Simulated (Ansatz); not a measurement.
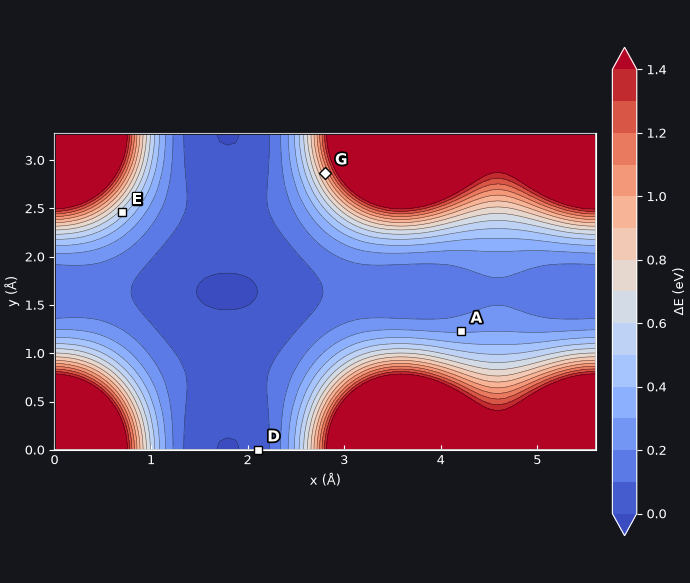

ZnO (P4_2/mnm phase) with one H guest (9 atoms in the cell). A guest moved over a lattice plane through the rigid host; the plane is (1 0 0) of the conventional cell, half-way across the widest gap between atomic layers, origin above Zn2. Places are given modulo a cell vector. The map is drawn in real space over the plane of the scan. Nothing is relaxed (host rigid, guest held in the plane). Grid: 8 × 8 points; 40 points were computed and 24 follow by symmetry. All energies are given in eV per cell relative to the lowest grid point. Theory: Ansatz 0.2.0, DFT PBE, scalar-relativistic, plane waves, PAW. Settings: cutoff 420 eV, k-mesh 4×4×8, gaussian smearing 0.05 eV, no spin polarisation.

Drawn: filled contours, the outline of one cell of the plane, one colour for all values above the top of the scale, lettered points. Between grid points the surface is interpolated.

Is D the lowest point of the computed grid?

Answer. No. D lies 0.035 eV above the lowest grid point, which is at (3/8, 4/8) of the cell vectors [nearest 1 Zn at 1.92 Å and 1 O at 1.92 Å]. It is a local minimum.

Rank the lettered points by energy, lowest first.

Answer. D (0.035 eV), A (0.29 eV), E (0.55 eV), G (0.99 eV).

PAW datasets: the set soft_1.
